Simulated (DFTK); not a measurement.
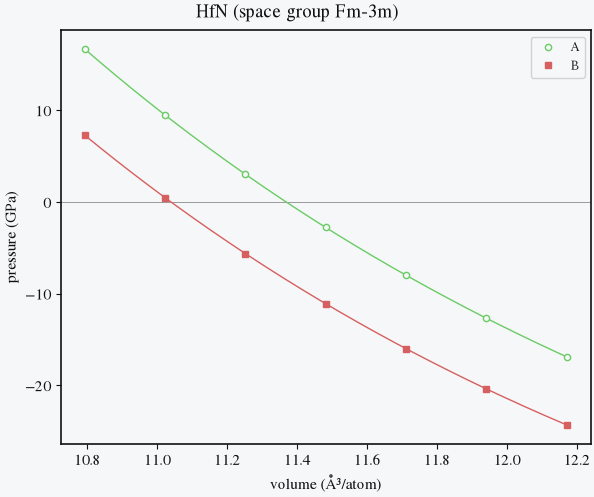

The plot gives the computed pressure against volume, with one curve for each functional, for HfN (space group Fm-3m). The labels are replaced by letters. In alphabetical order the cases are: LDA; PBEsol.

How it was computed, with DFTK 0.8.2: plane-wave DFT, no spin polarisation; energies at scaled volumes of the given cell, shape and fractions fixed, counted from the fit's minimum, third-order Birch-Murnaghan fit. All runs: no spin polarisation.

- occupations: Fermi–Dirac
- smearing width: 0.05 eV

### Which letter stands for which functional?

A: PBEsol; B: LDA.
